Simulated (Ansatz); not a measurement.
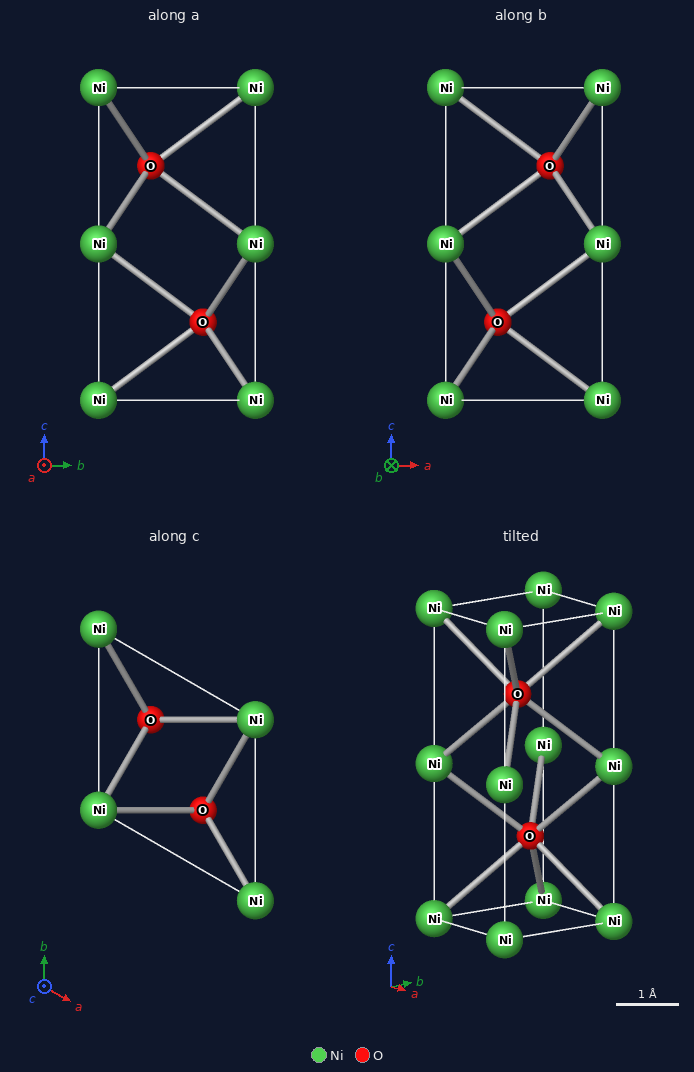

The image is a ball-and-stick drawing of a crystal, viewed along the a axis, along the b axis, along the c axis and slightly off an axis. The wireframe shows the conventional unit cell.

Lattice parameters: a = 2.9606 Å, b = 2.9606 Å, c = 5.1128 Å, α = 90.000°, β = 90.000°, γ = 120.000°.

Q: Record the structure as a CIF in P1 with every atom of the cell.

A:
```cif
data_structure
_symmetry_space_group_name_H-M 'P 1'
_symmetry_Int_Tables_number 1
_cell_length_a 2.9606
_cell_length_b 2.9606
_cell_length_c 5.1128
_cell_angle_alpha 90.000
_cell_angle_beta 90.000
_cell_angle_gamma 120.000
_cell_volume 38.81
loop_
_atom_site_label
_atom_site_type_symbol
_atom_site_fract_x
_atom_site_fract_y
_atom_site_fract_z
_atom_site_occupancy
Ni1 Ni 0.0000 0.0000 0.0000 1
Ni2 Ni 0.0000 0.0000 0.5000 1
O1 O 0.3333 0.6667 0.2500 1
O2 O 0.6667 0.3333 0.7500 1
```

The initial geometry was a structure type filled with these elements by a generator (whether the compound takes this form wasn't checked). Earlier steps of the study, as a rule a relaxation of our own, may have changed the cell and positions, so they can lie some per cent off the listed ones. It went into a calculation with Ansatz.
